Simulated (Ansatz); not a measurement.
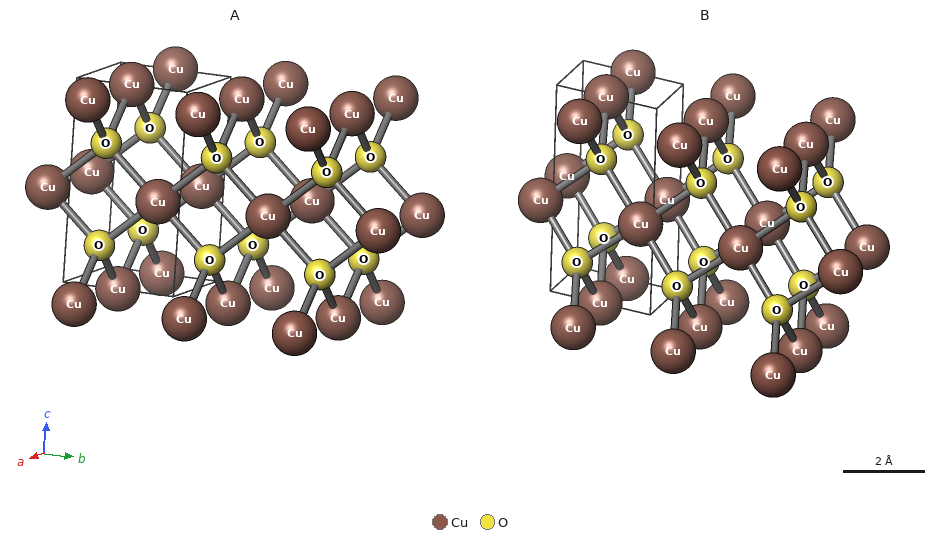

Two geometries of crystalline CuO (set up in Cc), drawn at one scale. One is the start of a relaxation, the other its converged end. Style: ball-and-stick. Shown: the cell of the calculation, repeated 2 × 3 × 1 with one cell outlined, slightly off an axis.

Level of theory: Ansatz 0.2.0, Kohn-Sham DFT of a periodic cell, PBE, Ansatz PAW. Set-up: plane-wave cutoff 420 eV; k-point mesh 10 × 10 × 5; occupations fermi-dirac; smearing width 0.05 eV; no spin polarisation; cell and atoms relaxed; force threshold 0.01 eV/Å; at most 40 steps.

**Which of the two is the end point?**

Structure A is the relaxed one. The run lets cell and atoms move. The largest moves relative to the cell, 0.35 Å, are those of O atoms. Largest moves by element: O 0.35 Å, Cu 0.03 Å. Cell: a = b 2.904 → 2.950 Å (+1.6 %), c 5.132 → 5.149 Å (+0.3 %), α 97.8° → 90.0°, β 97.8° → 90.0°, γ 72.3° → 89.9°. Volume +10.2 %. Some distances before and after: Cu–O 2.019 → 1.958 Å, Cu–O 1.907 → 1.958 Å, Cu–O 1.932 → 1.958 Å, Cu–O 1.977 → 1.958 Å. Among the angles between lasting bonds that change: Cu–O–Cu 146.0° → 115.7°, Cu–O–Cu 101.7° → 115.5°, Cu–O–Cu 106.3° → 115.5°. The space group (tolerance 0.01 Å) goes from Cc (No. 9) to Cccm (No. 66). After 16 accepted moves (21 points after the start) the energy has fallen by 0.255 eV per cell of the calculation. Largest force component: 0.63 eV/Å at the start, 0.00045 eV/Å at the end. The pressure goes from 5.70 to 0.00 GPa. The SCF was repeated 5 times at an unchanged geometry on a basis and grid sized afresh for the cell, which shifted the energy by 47.2 meV per cell of the calculation at most.
